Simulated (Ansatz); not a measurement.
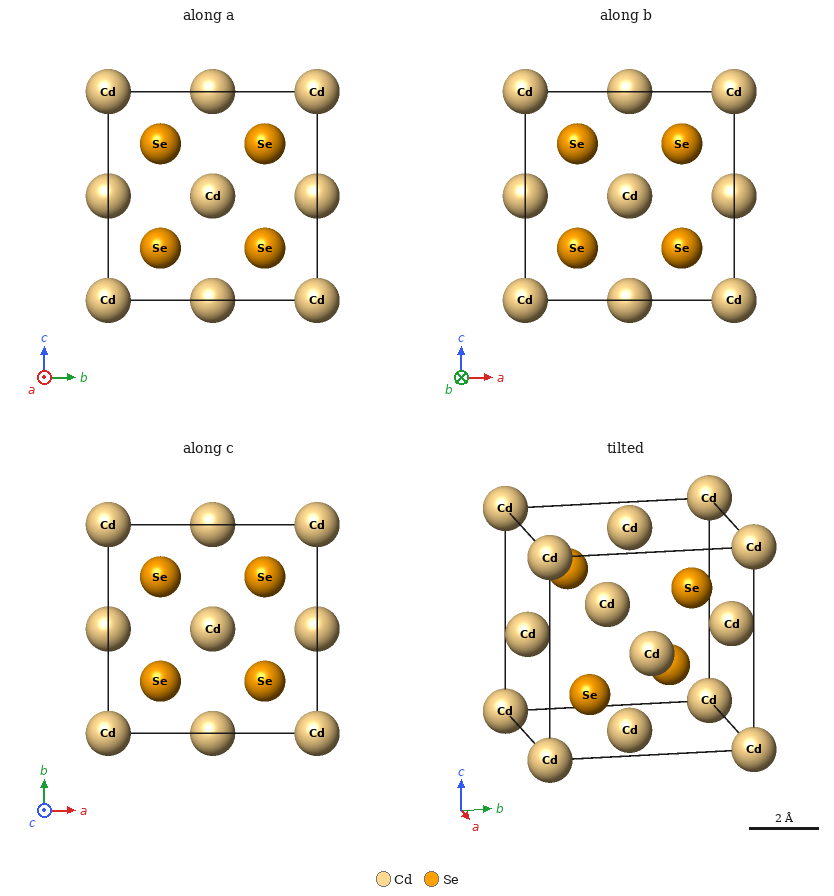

The figure gives a spheres-only picture of the atoms, viewed along the a axis, along the b axis, along the c axis and slightly off an axis. The conventional unit cell is drawn as a box.

Lattice parameters: a = 6.136 Å, b = 6.136 Å, c = 6.136 Å, α = 90.00°, β = 90.00°, γ = 90.00°.

**Convert the drawing into a table of Wyckoff sites.**

Space group F-43m (No. 216).
```tsv
atom	site	x	y	z
Cd	4a	0.0000	0.0000	0.0000
Se	4d	0.2500	0.2500	0.7500
```

The structure was taken from a structure type filled with these elements by a generator (whether the compound takes this form wasn't checked). Earlier steps of the study, as a rule a relaxation of our own, may have changed the cell and positions, so they can lie some per cent off the listed ones. It was the input of a calculation with Ansatz.
